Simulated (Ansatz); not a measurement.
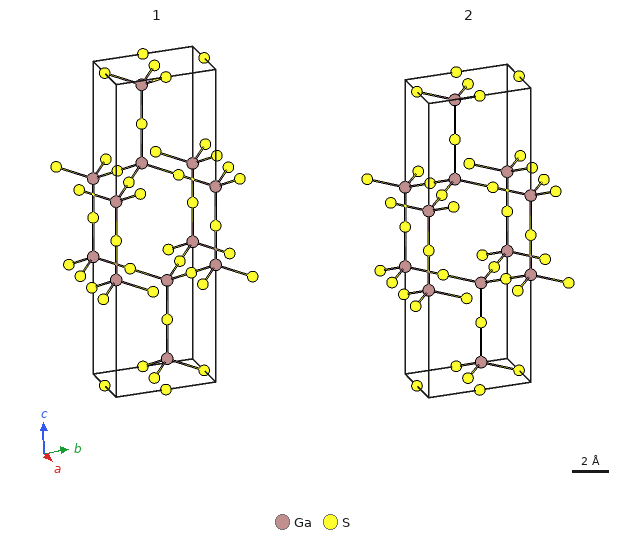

Two geometries of crystalline GaS₂ (a generated structure, set up in R-3m), drawn at one scale. One is the start of a relaxation, the other its converged end. A ball-and-stick model of the conventional cell (3 times the calculation's cell), seen slightly off an axis. Lengths and directions refer to the drawn axes.

All numbers below come from DFT PBE, scalar-relativistic, plane waves, PAW in Ansatz 0.2.0. Settings: plane-wave cutoff 420 eV; k-point mesh 6 × 6 × 6; occupations gaussian; smearing width 0.1 eV; no spin polarisation; cell and atoms relaxed; force threshold 0.01 eV/Å; at most 80 steps.

Q: Which geometry has the lower energy?

A: Structure 1 is the relaxed one. The largest moves relative to the cell, 0.17 Å, are those of Ga atoms. S stays in place. The volume changes by +1.0 %, with a = b 7.551 → 7.360 Å (−2.5 %), c 16.902 → 17.958 Å (+6.2 %). Among the contacts that change: Ga–S 2.278 → 2.251 Å, Ga–S 2.245 → 2.250 Å. Among the angles between lasting bonds that change: S–Ga–S 103.9° → 109.2°, S–Ga–S 114.4° → 109.7°. The space group stays R-3m (No. 166). After 4 accepted moves (5 points after the start) the energy has fallen by 23.2 meV per cell of the calculation. Largest force component: 0.046 eV/Å at the start, 0.0054 eV/Å at the end. The pressure goes from −0.08 to −0.01 GPa. At 1 point the geometry stayed and the basis and grid were re-selected for the new cell (energy shift of 0.5 meV per cell of the calculation at most each time). Cost: 76 s on 1 thread of Intel(R) Xeon(R) Platinum 8488C (Sapphire Rapids), with other jobs on the host, peak memory 0.65 GiB.
